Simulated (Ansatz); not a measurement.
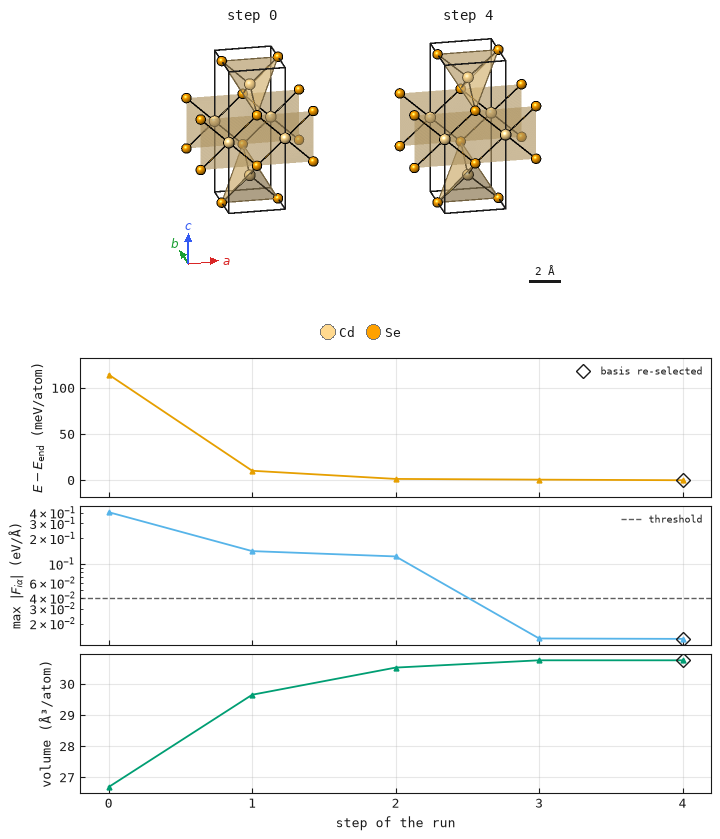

First and last geometry of a relaxation of solid CdSe (a generated structure, set up in Pmmm) (coarse preliminary run), with the history of the run. A polyhedral model of the cell of the calculation, seen from a free direction.

The calculation used DFT PBE, scalar-relativistic, plane waves, PAW in Ansatz. Set-up: plane-wave cutoff 420 eV; k-point mesh 4 × 4 × 2; occupations gaussian; smearing width 0.1 eV; no spin polarisation; cell and atoms relaxed; force threshold 0.04 eV/Å; at most 70 steps.

### What do the curves and the structures tell?

It converged. The largest moves relative to the cell, 0.072 Å, are those of Cd atoms. By element the largest moves are Cd 0.072 Å, Se 0.004 Å. The volume changes by +15.3 %, with a 3.789 → 4.095 Å (+8.1 %), b 4.277 → 4.360 Å (+1.9 %), c 9.882 → 10.339 Å (+4.6 %). Some distances before and after: Cd–Se 2.586 → 2.751 Å, Cd–Se 2.586 → 2.706 Å, Cd–Se 2.568 → 2.683 Å. Among the angles between lasting bonds that change: Cd–Se–Cd 85.8° → 81.7°, Se–Cd–Se 94.2° → 98.3°, Cd–Se–Cd 94.2° → 98.3°. The space group stays Pmmm (No. 47). After 3 accepted moves (4 points after the start) the energy has fallen by 115 meV per atom. The largest force component goes from 0.41 to 0.013 eV/Å. Pressure: 8.89 GPa at the start and 0.03 GPa at the end. At 1 point the geometry stayed and the basis and grid were re-selected for the new cell (energy shift of 0.6 meV per atom at most each time). The run took 53 s on 1 thread of Arm Neoverse V2 (shared host), peak memory 0.49 GiB.

| step | E − E(0), meV/atom | largest force component, eV/Å | pressure, GPa | volume, Å³/atom | note |
| --- | --- | --- | --- | --- | --- |
| 0 | 0.00 | 0.4073 | 8.89 | 26.693 |  |
| 1 | -104.24 | 0.1420 | 1.86 | 29.657 |  |
| 2 | -113.10 | 0.1230 | 0.39 | 30.529 |  |
| 3 | -113.88 | 0.0133 | 0.03 | 30.764 |  |
| 4 | -114.50 | 0.0132 | 0.03 | 30.764 | same geometry, new basis |

Limits of the set-up: the k-point mesh is coarse for a cell with partly filled bands.
